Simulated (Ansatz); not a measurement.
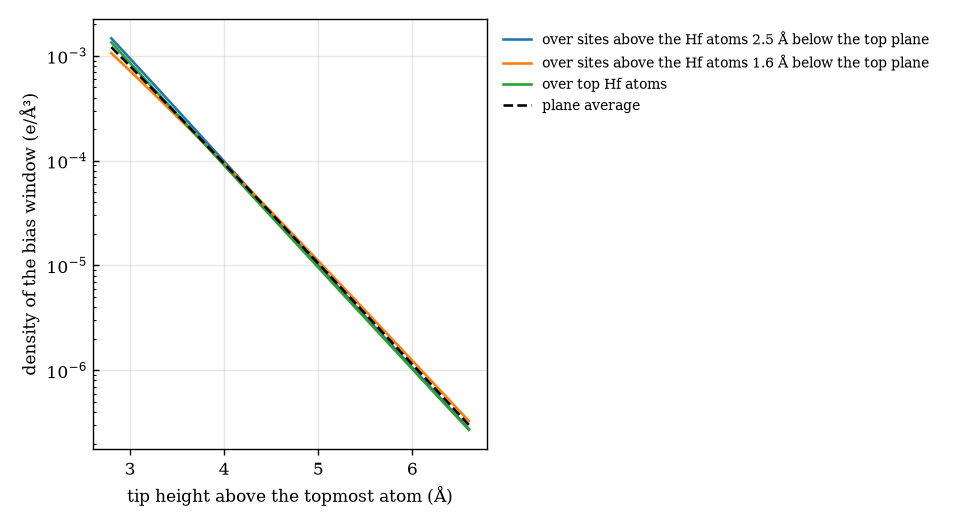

Approach curves over Hf(100) (P6_3/mmc bulk, 8 atomic planes (those closer than 0.6 Å count as one), 10 Å) at a sample bias of −2.00 V.

The STM signal is simulated in the Tersoff–Hamann approximation. Bias windows are sharp sums over the levels of the k mesh.

The calculation used Ansatz, DFT PBE, scalar-relativistic, plane waves, PAW. Cutoff 420 eV, 18 × 12 k-points, Gaussian smearing 0.1 eV, dipole correction. The slab is a cut without reconstruction beyond its cell, at the source's lattice constants, with its lower half held fixed and the rest relaxed. Of the two ways to cut these planes this one leaves the wide spacing on top (1.85 Å as cut, then 0.92 Å); the other cut leaves better-bound surface atoms. No spin polarisation. Spin–orbit coupling is left out; with Hf it can shift levels and gaps. The run couldn't confirm all of its levels under its output density. The run warns that the functional's potential is rough in the thin density of the vacuum, where the tip is; weak contrasts and barriers may feel it.

```
CELL_PARAMETERS angstrom
3.19670 0.00000 0.00000
0.00000 5.05780 0.00000
0.00000 0.00000 28.15088
ATOMIC_POSITIONS crystal
Hf 0.00000 0.25000 0.31971
Hf 0.00000 0.75000 0.38527
Hf 0.50000 0.25000 0.41805
Hf 0.50000 0.75000 0.48361
Hf 0.00000 0.25000 0.51950
Hf 0.00000 0.75000 0.58464
Hf 0.50000 0.25000 0.61549
Hf 0.50000 0.75000 0.67339
```

Question: How fast does the current decay, and what apparent barrier height does that imply?

Answer: Near 4 Å the plane average falls as exp(−2.17 z/Å), a factor of 8.7 per ångström, which gives an apparent barrier of 4.5 eV (0.952 eV Å² times the slope squared). The vacuum level lies 3.35 eV above zero bias. The apparent barrier is above 3.35 eV. At 4 Å the 0.25 eV of states nearest the highest filled state carry 20 % of the density, so deeper states, or ones away from the zone centre, set the barrier.
